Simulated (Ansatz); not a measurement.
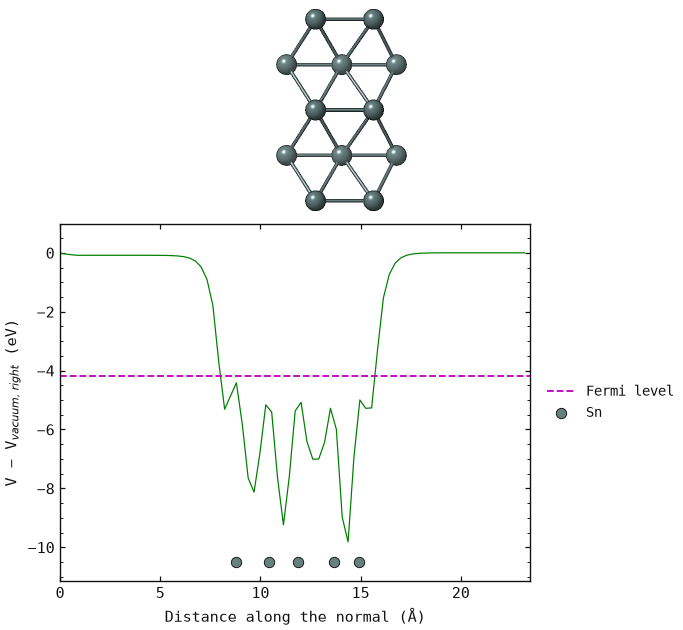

Plane-averaged electrostatic potential energy of an electron across the slab; circles at the bottom mark the heights of the atoms (positions after relaxation). The structure is drawn too.

This input was run:

```
crystal:
  lattice:
    - [3.2346532658, 0.0, 0.0]
    - [0.0, 5.0677589074, 0.0]
    - [0.0, 0.0, 23.4693065316]
  atoms:
    - { symbol: Sn, position: [0.5, 0.5, 0.3621751665] }
    - { symbol: Sn, position: [0.0, 0.0, 0.4310875832] }
    - { symbol: Sn, position: [0.5, 0.5, 0.5] }
    - { symbol: Sn, position: [0.0, 0.0, 0.5689124168] }
    - { symbol: Sn, position: [0.5, 0.5, 0.6378248335] }
basis:
  ecutwfc: 420
kpoints:
  mp_grid: { grid: [9, 6, 1] }
hamiltonian:
  xc: pbesol
scf:
  occupations: { method: gaussian, width: 0.1 }
output:
  forces: true
  eigenvalues: true
relax:
  adjacent_minimum: "off"
  f_tol: 0.03
  max_steps: 70
  constraints: [{ sites: [0, 1] }]
efield:
  axis: 3
  dipole_correction: true
  ramp_width: 0.04
```

Run as:
```bash
ansatz run input.yaml --threads 2 --pin off --max-ram 5120MiB --backend cpu --events-out ev --progress --plain --runs-dir out
```

What is the work function?

The work function is 4.17 eV at the right face and 4.09 eV at the left.

Do the two faces differ, and what does that say about the slab's dipole?

The vacuum levels differ by 0.08 eV, so the slab carries a dipole along its normal. Some atoms were held fixed in the relaxation, which can itself make the faces differ.

How thick are slab and vacuum?

The outermost atoms are 6.1 Å apart, which leaves 17.3 Å of vacuum in a cell 23.5 Å high.
